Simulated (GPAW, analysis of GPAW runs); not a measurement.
## Ga-H pair in Si: local vibrational mode, PBE (GPAW)

Aim: the local vibrational mode of the Ga-H pair in Si, to be set beside the measurement. Set-up: PBE, plane waves 500 eV, 32-site cell, PBE lattice, k: the zone centre alone, smearing 1.0 eV. The model is a cell of 32 host atoms with Ga put on another atom's site and H put in between. The frequencies come from force constants among the defect atom and its neighbours, with the masses of the isotopes named.

What was measured. Si-H stretch, 1H: 2171 cm⁻¹, by IR absorption (quoted in “Local vibrational modes of impurities in silicon”, 2008, M.D. McCluskey, quoting earlier work (1987)). The runs below try to reproduce this.

Program: GPAW 26.7.0. Level of theory: GPAW plane-wave PAW DFT, PBE; relaxation of all atoms of a defect supercell. Results are calculated unless marked as measured.

### 1. Set-up

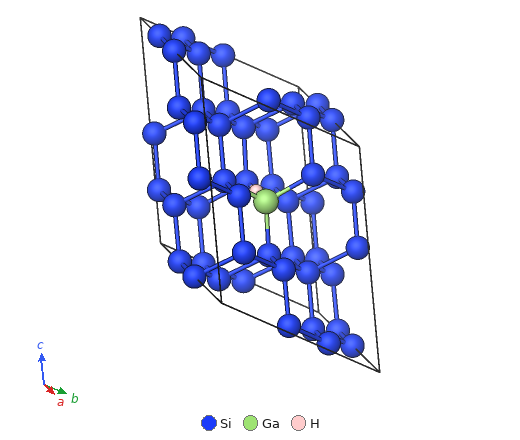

Start, viewed slightly off an axis; silicon blue, gallium green, hydrogen pink. Some periodic images of atoms are drawn too.

The cell holds 33 atoms: 31 Si, 1 Ga and 1 H. Its edges and angles: a = 9.483 Å, b = 9.483 Å, c = 9.483 Å, α = 109.5°, β = 109.5°, γ = 109.5°. It derives from Si (space group Fd-3m). Nearest the centre at fractional (0.441, 0.500, 0.500): H33 at 0.57 Å, Ga11 at 1.00 Å, Si23 at 2.08 Å, Si32 at 2.60 Å, Si26 at 2.60 Å, Si27 at 2.62 Å, Si7 at 3.42 Å, Si8 at 3.43 Å.

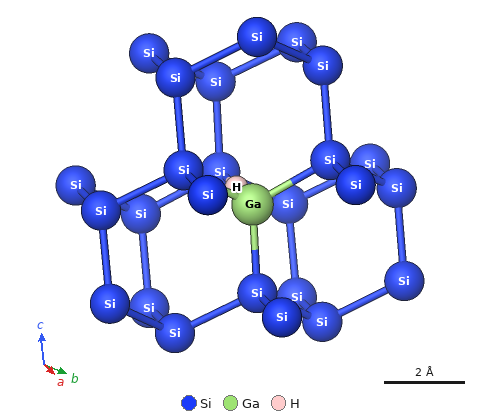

The atoms within 5 Å of the centre.

The host's primitive cell comes from a first run (GPAW plane-wave PAW DFT, PBE; relaxation of cell and atoms of a defect-free cell): vectors of 3.871, 3.871 and 3.871 Å. That is 20.51 Å³ an atom, 2.4 % over the diffraction cell's volume. The supercell is built on it.

### 2. Relaxation, charge 0

Every later number rests on the structure around the defect, so the atoms are relaxed at the host's lattice first.

run.py reads:

```python
import numpy as np
from ase.io import read, write
from ase.parallel import parprint, world
from gpaw import GPAW, PW
from ase.optimize import BFGS

atoms = read('POSCAR')
calc = GPAW(mode=PW(500),
            xc='PBE',
            kpts={'size': (1, 1, 1), 'gamma': True},
            occupations={'name': 'fermi-dirac', 'width': 1.0},
            nbands=72,
            convergence={'density': 1e-05, 'forces': 0.001},
            maxiter=150,
            symmetry='off',
            txt='gpaw.txt')
atoms.calc = calc
opt = BFGS(atoms, trajectory='relax.traj', logfile='-')
done = opt.run(fmax=0.01, steps=80)
parprint('Converged:', done)
energy = atoms.get_potential_energy()
forces = atoms.get_forces()
parprint(f'Energy: {energy:.6f} eV, largest force {np.linalg.norm(forces, axis=1).max():.4f} eV/A')
calc.write('gs.gpw')
write('final.xyz', atoms)
for s in range(calc.get_number_of_spins()):
    parprint('Levels (eV), spin', s, calc.get_eigenvalues(kpt=0, spin=s)[-16:].round(3))
```

POSCAR reads:

```
Si Ga Si H 
 1.0000000000000000
    -5.4748449704608877    5.4748449704608877    5.4748449704608859
     5.4748449704608868   -5.4748449704608877    5.4748449704608859
     5.4748449704608841    5.4748449704608877   -5.4748449704608859
 Si  Ga  Si  H  
  10   1  21   1
Direct
  0.0009070453326014  0.0019188650678897  0.5023530613765159
 -0.0004711733471581  0.2494677219652378  0.2517202820844425
  0.0021567730272845  0.5008586871305754  0.0021472109212202
 -0.0001510723731330  0.7487300655559344  0.7477472820114761
  0.2519104374525556 -0.0003766593624765  0.2511733256810210
  0.2520315617355615  0.2500491597612528 -0.0002371662468022
  0.2520981517365100  0.5022363397807071  0.7509344262933969
  0.2483375226278562  0.7483290101636493  0.4974821017295495
  0.5006694637569247 -0.0016315145829721  0.0005236899157366
  0.5018923082553646  0.2523196078327010  0.7507840404996731
  0.5454802287661396  0.4976329677701214  0.4981547563797779
  0.4983247122791831  0.7505762605243291  0.2487390911174749
  0.7525414280678413  0.0016679450771956  0.7513567647076578
  0.7488940081812894  0.2483175949061486  0.5006513553236286
  0.7514053574070553  0.4989538211032566  0.2507623423163288
  0.7512865316945284  0.7517968751878646  0.0024981508514867
 -0.0012330974938593  0.0004144544974463  0.2513050176280864
  0.0011584992432489  0.2485847563068174  0.0000469332958861
  0.0010125880994166  0.4986886890271356  0.7508104490752708
  0.0009283477353419  0.7483827243318696  0.4999210436958575
  0.2509347038559134  0.0021893096620144  0.0021504751816826
  0.2479060186864617  0.2491762756573939  0.7478105386673682
  0.2212978057094524  0.4993391558163072  0.4997386148460005
  0.2497597024842163  0.7489896215411258  0.2476581763670814
  0.4983499870935102 -0.0024873524942600  0.7482002478275316
  0.5010059911078715  0.2516679763183343  0.5024935866973462
  0.5023309186392849  0.5007818537628602  0.2502036919616188
  0.4987966896426962  0.7489901404590013 -0.0025638911465276
  0.7485971809770723  0.0001362386379857  0.5011629511426380
  0.7487359127114576  0.2474199350532064  0.2488180508652966
  0.7509714891441998  0.5003450122000425  0.0023885805067701
  0.7503465175340777  0.7483587578731031  0.7483677293945475
  0.3818914951082814  0.4999862038142874  0.5015578963667021
```

Run with:

```
> OMP_NUM_THREADS=1 mpirun -n 4 gpaw python run.py > stdout
```

The log of the run:

```text
[shortened: banners, details of potentials and solvers, and blank lines are left out]
Input parameters:
  mode=PW(ecut=500.0),
  convergence={'density': 1e-05, 'forces': 0.001},
  kpts=MonkhorstPack(size=(1, 1, 1), gamma=True),
  maxiter=150,
  nbands=72,
  occupations=Occupations(name='fermi-dirac', width=1.0),
  symmetry=Symmetry(point_group=False, time_reversal=False),
  xc=XC(name='PBE')
                Si  Sii Ga
Atoms  # Å, Bohr magnetons
|    | symbol |         x |         y |         z |    initial magnetic moments |
|  0 |     Si |  2.755845 |  2.744766 | -2.734834 | ( 0.0000,  0.0000,  0.0000) |
[...]
Unit cell  # Å
| periodic |         x |         y |         z |  lengths |     angles |
|      yes | -5.474845 |  5.474845 |  5.474845 | 9.482710 | 109.471221 |
|      yes |  5.474845 | -5.474845 |  5.474845 | 9.482710 | 109.471221 |
|      yes |  5.474845 |  5.474845 | -5.474845 | 9.482710 | 109.471221 |
Number of symmetries: 1
|   | kind |            matrix            |
| 0 |  E   |  1, 0, 0,  0, 1, 0,  0, 0, 1 |
BZ-sampling:
  Number of BZ points: 1
  Number of IBZ points: 1
  Monkhorst-Pack size: [1, 1, 1]
  Monkhorst-Pack shift: [0, 0, 0]
K-points  # in reciprocal-cell coordinates
|   |                                coordinates |     weight |
| 0 | (  0.00000000,   0.00000000,   0.00000000) | 1.00000000 |
Plane wave coefficients: 8364
Cutoff: 500.0 eV
Spin-components: 1 (collinear spins)
Bands:           72
Projectors:      163
Spin-degeneracy: 2
Datatype:        float64
Density:
  Valence electrons: 128.0
  Components: 1
  Grid points: [49 49 49]
  Charge: 0.0  # |e|
Potential:
  Grid points: [49 49 49]
species:
  Si:
    valence: 4
    | kind |    occ | energy [eV] | rcut [Å] |
    |   3s |  2.000 |     -10.812 |    1.058 |
    |   3p |  2.000 |      -4.081 |    1.058 |
    |    s |        |      16.399 |    1.058 |
    |    p |        |      23.130 |    1.058 |
    |    d |        |       0.000 |    1.058 |
    Using partial waves for Si as LCAO basis
  Ga:
    valence: 3
    | kind |    occ | energy [eV] | rcut [Å] |
    |   4s |  2.000 |      -8.945 |    1.164 |
    |   4p |  1.000 |      -2.580 |    1.164 |
    |    s |        |      18.266 |    1.164 |
    |    p |        |      24.631 |    1.164 |
    |    d |        |       0.000 |    1.164 |
    Using partial waves for Ga as LCAO basis
  H:
    valence: 1
    | kind |    occ | energy [eV] | rcut [Å] |
    |   1s |  1.000 |      -6.494 |    0.476 |
    |    s |        |      20.717 |    0.476 |
    |    p |        |       0.000 |    0.476 |
    Using partial waves for H as LCAO basis
Reference energy: -297373.833448  # eV
eigensolver:
  Converge bands: occupied
  niter=2
density mixing:
  MSR1-Mixer
  Pratt-step length: 0.05
  Old densities: 10
  SVD Regularization: 0.005
  Good broyden scale: 1.0
  Trust region scale: 1.0
  Backstep threshold: 4.0
  History deletion threshold: 6.0
  Fourier metric: weight=20.0, sigma=0.015
occupation numbers:
  Fermi-Dirac:
    width: 1.0000  # eV
poisson solver:
  ecut: 4000.0  # eV
xc functional:
Initialization done in: 1.561 s
convergence criteria:
maximum number of iterations: 150
SCF iterations
|iter     | |      energy | eigst |  dens |force |
|iter:   1| | -169.659064 | +0.01 |       |      |
|iter:   2| | -169.781288 | -1.71 | -0.86 |      |
|iter:   3| | -173.037443 | -1.04 | -0.88 |      |
|iter:   4| | -171.075204 | -0.61 | -1.10 |      |
[...]
|iter: 147| | -168.646323c| -5.75 | -4.18 |      |
|iter: 148| | -168.646320c| -5.77 | -4.06 |      |
|iter: 149| | -168.646321c| -5.81 | -4.01 |      |
|iter: 150| | -168.646314c| -5.80 | -4.00 |      |
```

Elapsed: 2.4 min, on 4 MPI ranks of Arm Neoverse V1, shared host; peak memory 0.98 GiB.

No converged result was reached; the numbers in the log don't describe the system.

### 3. Outcome

The local vibrational mode was not obtained, because the step “relaxation, charge 0” did not converge.

[Logs are printed without paths, hosts, clocks, repeated set-up lines and the standing remarks that a program may print on its own settings, such as how far it seeks lower states.]

[Hosts, paths, dates, database ids (printed as entryN), source tags and the programs' standing remarks are cut or masked in the printed files.]

[For some hosts the program warned that the k-mesh of the response run may be too coarse for force constants and the static dielectric constant; such warnings are not shown here.]
